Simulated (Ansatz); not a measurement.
A series of calculations on Ge

## 1. Relaxation

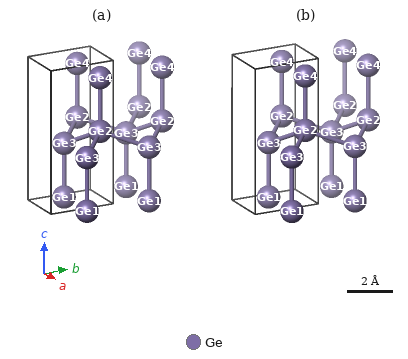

The structure of crystalline Ge (set up in P6_3/mmc) before (left) and after (right) a relaxation, at one scale.

Style: ball-and-stick. Shown: the cell of the calculation, repeated 2 × 2 × 1 with one cell outlined, slightly off an axis.

These are results of Ansatz, DFT PBE, scalar-relativistic, plane waves, PAW, not measurements.

Input file:
```yaml
crystal:
  lattice:
    - [3.9975858431, 0.0, 0.0]
    - [-1.9987929216, 3.462010894, 0.0]
    - [0.0, 0.0, 6.59937795]
  atoms:
    - { symbol: Ge, position: [0.66666667, 0.33333333, 0.06290125] }
    - { symbol: Ge, position: [0.33333333, 0.66666667, 0.56290125] }
    - { symbol: Ge, position: [0.66666667, 0.33333333, 0.43709875] }
    - { symbol: Ge, position: [0.33333333, 0.66666667, 0.93709875] }
basis:
  ecutwfc: 420
kpoints:
  mp_grid: { grid: [12, 12, 6] }
hamiltonian:
  xc: pbe
scf:
  occupations: { method: gaussian, width: 0.01 }
output:
  forces: true
  stress: true
  eigenvalues: true
relax:
  adjacent_minimum: "off"
  f_tol: 0.005
  max_steps: 80
  cell: { stress_tol: 0.05 }
```

Command:
```bash
ansatz run input.yaml --threads 1 --pin off --max-ram 2560MiB --backend cpu --events-out ev --progress --plain --runs-dir out
```

**What changed between the two?**

The atoms keep their places relative to the cell (all moves are under 0.005 Å). The drawn cell changes as follows: a = b 3.998 → 4.058 Å (+1.5 %), c 6.599 → 6.693 Å (+1.4 %); the volume changes by +4.5 %. Some distances before and after: Ge1–Ge4 2.453 → 2.489 Å, Ge1–Ge3 2.469 → 2.506 Å. The space group stays P6_3/mmc (No. 194). Over 4 accepted moves (5 points after the start) the energy falls by 35.9 meV per cell of the calculation. The largest force component goes from 0.0087 to under 0.0001 eV/Å. Pressure: 2.90 GPa at the start and 0.00 GPa at the end. At 1 point the geometry stayed and the basis and grid were re-selected for the new cell (energy shift of 0.7 meV per cell of the calculation at most each time). Cost: 44 s on 1 thread of Intel(R) Xeon(R) Platinum 8488C (Sapphire Rapids) (shared host), peak memory 0.54 GiB.

## 2. Relaxation

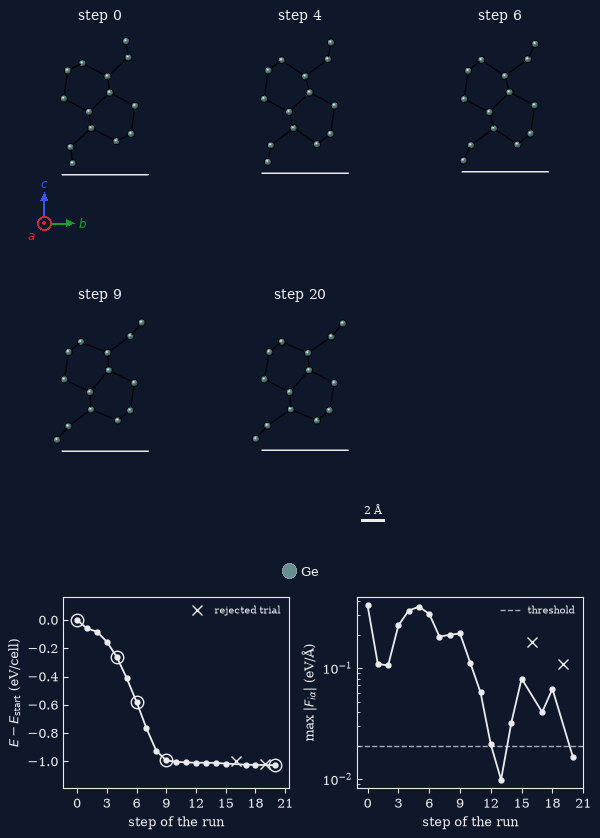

Frames of a relaxation of a slab of composition Ge (cut from the P6_3/mmc phase), marked on the history of the run. The picture is a ball-and-stick view of the cell of the calculation, outlined in the plane, without the vacuum, seen along the a axis.

Case: (1 0 1) slab, atoms relaxed. The slab is the (1 0 1) face of Ge.

Method: DFT PBE, scalar-relativistic, plane waves, PAW (Ansatz 0.2.0).

Input
```yaml
crystal:
  lattice:
    - [4.0581567082, 0.0, 0.0]
    - [-2.0290783541, 7.5591937725, 0.0]
    - [0.0, 0.0, 25.7625245041]
  atoms:
    - { symbol: Ge, position: [0.5606352881, 0.1212705763, 0.2911205382] }
    - { symbol: Ge, position: [0.0474428709, 0.0948857418, 0.3465471932] }
    - { symbol: Ge, position: [0.3154558974, 0.6309117948, 0.3666767636] }
    - { symbol: Ge, position: [0.9007004207, 0.8014008414, 0.3917683906] }
    - { symbol: Ge, position: [0.1687134472, 0.3374268944, 0.4118979611] }
    - { symbol: Ge, position: [0.6555210299, 0.3110420599, 0.467324616] }
    - { symbol: Ge, position: [0.9235340564, 0.8470681129, 0.4874541865] }
    - { symbol: Ge, position: [0.5087785797, 0.0175571594, 0.5125458135] }
    - { symbol: Ge, position: [0.7767916062, 0.5535832124, 0.532675384] }
    - { symbol: Ge, position: [0.263599189, 0.5271983779, 0.5881020389] }
    - { symbol: Ge, position: [0.5316122155, 0.0632244309, 0.6082316094] }
    - { symbol: Ge, position: [0.1168567388, 0.2337134775, 0.6333232364] }
    - { symbol: Ge, position: [0.3848697653, 0.7697395305, 0.6534528068] }
    - { symbol: Ge, position: [0.871677348, 0.743354696, 0.7088794618] }
basis:
  ecutwfc: 420
kpoints:
  mp_grid: { grid: [9, 5, 1] }
hamiltonian:
  xc: pbe
scf:
  occupations: { method: gaussian, width: 0.1 }
output:
  forces: true
  eigenvalues: true
  write_density: true
  write_potential: true
  elf: true
  volumetric_format: npy
relax:
  adjacent_minimum: "off"
  f_tol: 0.02
  max_steps: 60
efield:
  axis: 3
  dipole_correction: true
  ramp_width: 0.04
```

Command:
```bash
ansatz run input.yaml --threads 1 --pin off --max-ram 2560MiB --backend cpu --events-out ev --progress --plain --runs-dir out
```

What happens along the run?

Over 18 accepted moves (20 points after the start) the energy falls by 1.027 eV per cell of the calculation. The largest force component goes from 0.37 to 0.016 eV/Å. The line search rejected the trial steps at points 16, 19 of the run. The forces were under the threshold at step 13, but the run went on from there. The largest moves relative to the layer's centre, 1.53 Å, are those of Ge1 and Ge14. Ge1 goes at 79° to the normal (+c side). The cell stays as it was. Some distances before and after: Ge12–Ge14 4.187 → 2.731 Å, Ge6–Ge9 2.489 → 2.577 Å, Ge13–Ge14 2.489 → 2.559 Å, Ge5–Ge6 2.489 → 2.541 Å. New bonds form, among them: Ge12–Ge14 (4.19 → 2.73 Å), Ge1–Ge3 (4.19 → 2.73 Å). Among the angles between lasting bonds that change: Ge1–Ge2–Ge4 109.7° → 77.7°, Ge1–Ge2–Ge5 109.2° → 131.0°, Ge2–Ge4–Ge3 109.7° → 92.2°. From step 0 to 4: Ge atoms move most (0.45 Å), energy −0.260 eV per cell of the calculation. From step 4 to 6: Ge atoms move most (0.39 Å), energy −0.318 eV per cell of the calculation. From step 6 to 9: Ge atoms move most (0.57 Å), energy −0.414 eV per cell of the calculation. From step 9 to 20: Ge atoms move most (0.27 Å), energy −34.5 meV per cell of the calculation.

## 3. A change

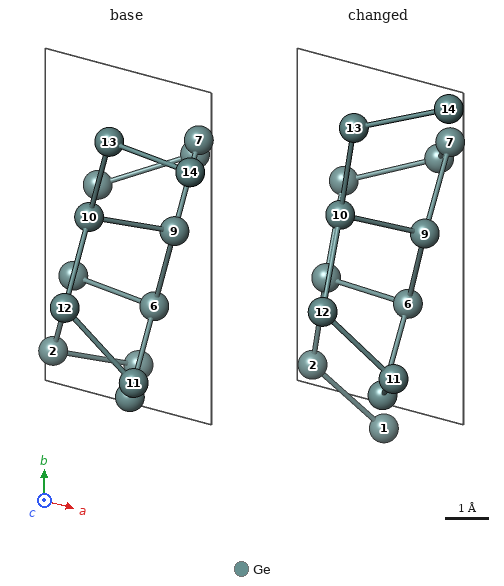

Left: a (1 0 1) slab of Ge as cut from the relaxed bulk. Right: the same structure after one change, at the same scale. Style: ball-and-stick. Shown: the cell of the calculation, outlined in the plane, without the vacuum, along the c axis.

Computed with DFT PBE, scalar-relativistic, plane waves, PAW (Ansatz). (plane-wave cutoff 420 eV; occupations gaussian; smearing width 0.1 eV; no spin polarisation) The k-mesh is chosen for each cell (9×5×11, 9×5×1).

The atoms of the slab are relaxed at the bulk's in-plane cell.

Q: What does the change do?

A: The surface energy (mean of the two faces) falls from 1.24 to 0.96 J/m². The top spacing, between the Ge and Ge planes, goes from 1.43 to 1.16 Å (−18.9 %), the bottom one (Ge to Ge) from 1.43 to 1.16 Å (−18.9 %). The cell doesn't change. The largest moves relative to the layer's centre, 1.53 Å, are those of Ge atoms. Some distances before and after: Ge–Ge 4.187 → 2.731 Å, Ge–Ge 2.489 → 2.454 to 2.577 Å, Ge–Ge 2.506 → 2.503 to 2.528 Å. New contacts form: Ge–Ge (4.19 → 2.73 Å).
